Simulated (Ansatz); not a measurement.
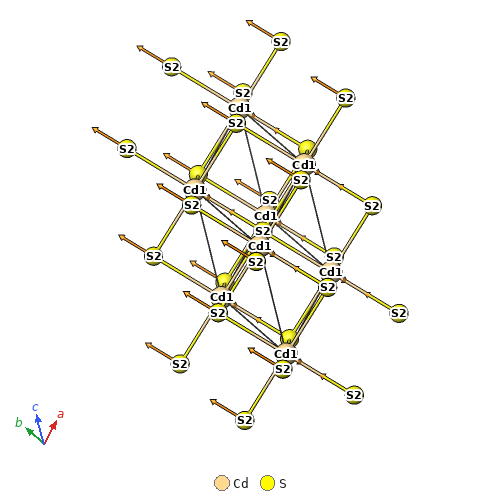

Two computed energy maps of cells of CdS. The picture above is the structure of the first map; orange arrows give the pattern of the mode.

Map 1

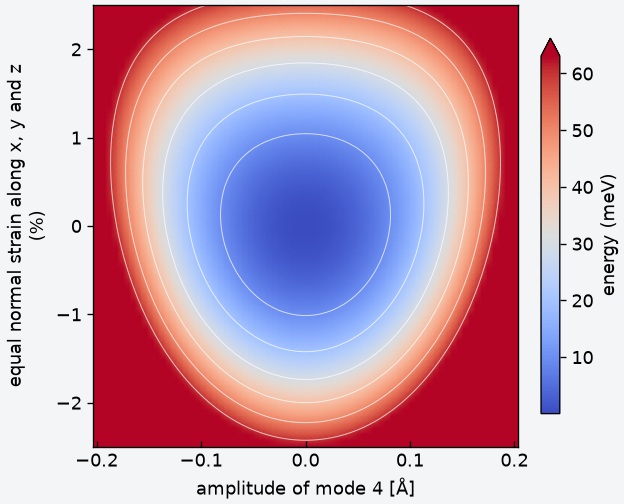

CdS (Fm-3m, No. 225; 2 atoms in the cell). The energy is mapped over a normal mode and a strain (zone-centre modes of the 2-atom cell of this scan) (x, y and z along the cube axes). Coordinates scanned: (1) amplitude of mode 4 (139 cm⁻¹), largest displacement in the unstrained cell; (2) equal normal strain along x, y and z. Nothing is relaxed (the pattern is fixed in fractional coordinates). The grid has 11 × 7 points; 42 points were computed and 35 follow by symmetry. Points are written as (first, second). Energies are in meV per cell, from the lowest grid point. Method: DFT r2SCAN, scalar-relativistic, plane waves, PAW (Ansatz 0.2.0). Settings: cutoff 500 eV, k-mesh 8×8×8, gaussian smearing 0.05 eV, no spin polarisation.

The picture shows a smooth colour map with a few white contour lines, one colour for all values above the top of the scale. Between grid points the surface is interpolated.

Map 2

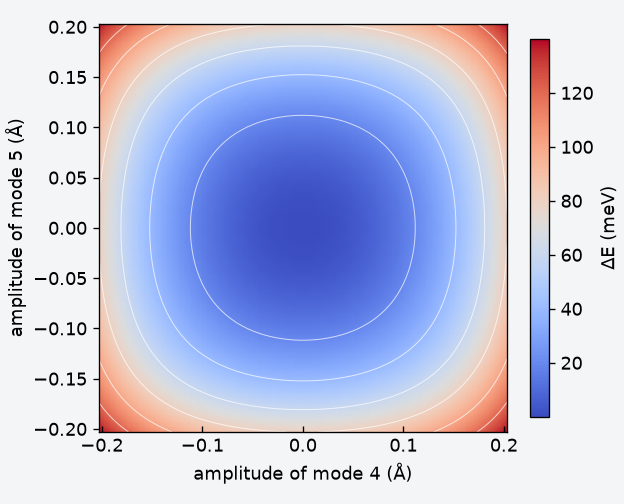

CdS (Fm-3m, No. 225; 2 atoms in the cell). The energy is mapped over two normal modes frozen in (zone-centre modes of the 2-atom cell of this scan). Coordinates scanned: (1) amplitude of mode 4 (139 cm⁻¹), largest displacement; (2) amplitude of mode 5 (139 cm⁻¹), largest displacement. Nothing is relaxed (the cell and all other modes fixed). Grid: 11 × 11 points; 21 points were computed and 100 follow by symmetry. Points are written as (first, second). Energies are in meV per cell, from the lowest grid point. The calculation used DFT r2SCAN, scalar-relativistic, plane waves, PAW (Ansatz). Settings: cutoff 500 eV, k-mesh 8×8×8, gaussian smearing 0.05 eV, no spin polarisation.

The picture shows a smooth colour map with a few white contour lines. Between grid points the surface is interpolated.

What does each map show?

Answer. Map 1: The lowest grid point is at (0.000 Å, 0.00 %). It is the only kind of minimum in the scanned range. The highest grid point, (−0.203 Å, −2.50 %), lies 187 meV above the lowest. The gap on the k-mesh is 0.8 eV at the lowest point and runs from 0.7 to 0.9 eV over the map.
Map 2: The lowest grid point is at (0.000 Å, 0.000 Å). No other kind of well shows on this grid. The highest grid point, (−0.203 Å, −0.203 Å), lies 140 meV above the lowest. The gap on the k-mesh is 0.8 eV at the lowest point and runs from 0.8 to 1.0 eV over the map.

Maps 1, 2 start from a relaxed reference structure. Do they show a way to lower its energy?

Answer. No. In each of them the reference is the lowest point, within the accuracy of the grid, so it is stable against the distortions scanned (other distortions weren't tried).
